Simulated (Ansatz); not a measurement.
System: zincblende GaN, space group F-43m, 2 atoms in the primitive cell, relaxed with r2SCAN; unstrained, cubic a = 4.498 Å. The cell is strained along z with the other two lengths held; symmetry fixes the atoms. Points keep the names of the unstrained cell; those that the strain makes unlike carry their directions on the cubic axes x, y, z. Ansatz; PBE, Ansatz PAW set, no spin polarisation, no spin-orbit coupling, 10×10×10 k mesh, 420 eV cutoff.

At 0 % the lowest conduction levels at the points plotted lie 1.76 eV (Γ), 3.36 eV (X [100]/[010]) and 3.36 eV (X [001]) above the valence top at Γ.

> How does each level move from −0.5 % to +4.47 %?

Γ falls by 0.37 eV, X [100]/[010] falls by 0.16 eV and X [001] rises by 0.14 eV. Unstrained, the X points are equivalent. At +4.47 % the lowest conduction level is 3.19 eV at X [100]/[010] and 3.46 eV at X [001] above the valence top, a splitting of 0.27 eV, or 61 meV for each 1 % of strain on average. The lowest is the one at Γ, over the whole range, so among these points the gap stays direct.

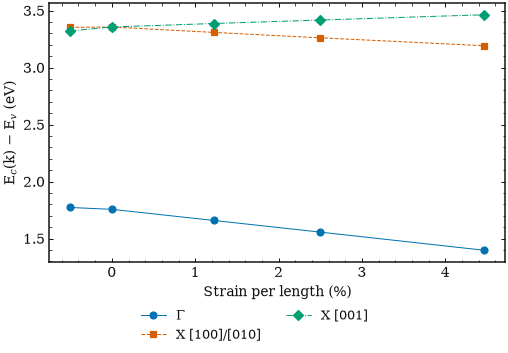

Lowest conduction level at each named k point, counted from the valence-band top at Γ.

| strain | Γ (eV) | X [100]/[010] (eV) | X [001] (eV) |
| --- | --- | --- | --- |
| −0.5 % | 1.77 | 3.35 | 3.32 |
| 0 % | 1.76 | 3.36 | 3.36 |
| +1.22 % | 1.66 | 3.31 | 3.39 |
| +2.5 % | 1.56 | 3.26 | 3.42 |
| +4.47 % | 1.40 | 3.19 | 3.46 |

The strain splits the threefold valence top at Γ, and levels count from its highest part. LDA, GGA and most meta-GGA functionals understate gaps. The usual form of GaN is wurtzite.
